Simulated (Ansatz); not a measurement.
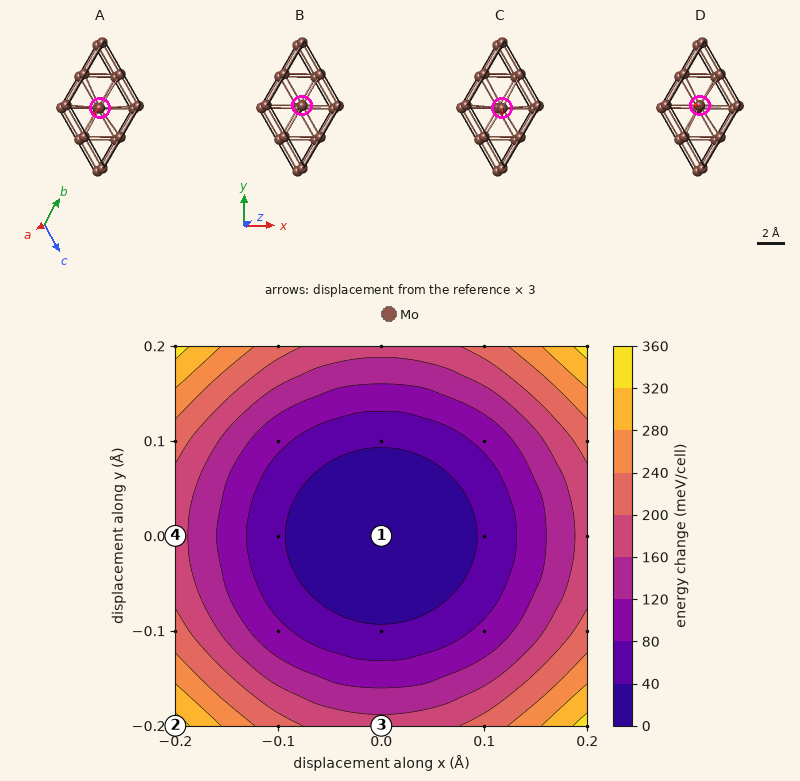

Energy scan for crystalline Mo (P6/mmm), in which a Mo atom (one in each cell of 8 atoms) is moved over the plane of the Cartesian directions x and y, all else fixed. The map is interpolated between the computed points (dots). The frames are shuffled; each belongs to one numbered point. The picture is a ball-and-stick view of the cell of the calculation, seen nearly along the normal of the scanned plane. The ringed atoms are those of the scanned coordinates. Red arrows: displacements from the reference.

Theory: DFT PBEsol, scalar-relativistic, plane waves, PAW in Ansatz. (plane-wave cutoff 420 eV; k-point mesh 12 × 12 × 12; occupations gaussian; smearing width 0.15 eV; no spin polarisation). Energies (free energies at the smearing named) are counted from the relaxed crystal.

Question: Which frame belongs to which numbered point?

Answer: Point 1 is frame B, at (0.00, 0.00) and 0 meV/cell; 2 is frame A, at (−0.20, −0.20) and 337 meV/cell; 3 is frame C, at (0.00, −0.20) and 176 meV/cell; 4 is frame D, at (−0.20, 0.00) and 176 meV/cell. In pairs of (displacement along x (Å); displacement along y (Å)): the lowest computed point lies at (0.00, 0.00) (0 meV/cell), the highest at (−0.20, −0.20), (0.20, 0.20), (−0.20, 0.20), (0.20, −0.20) (337 meV/cell).  Over the ranges scanned the energy rises by about as much along both axes.
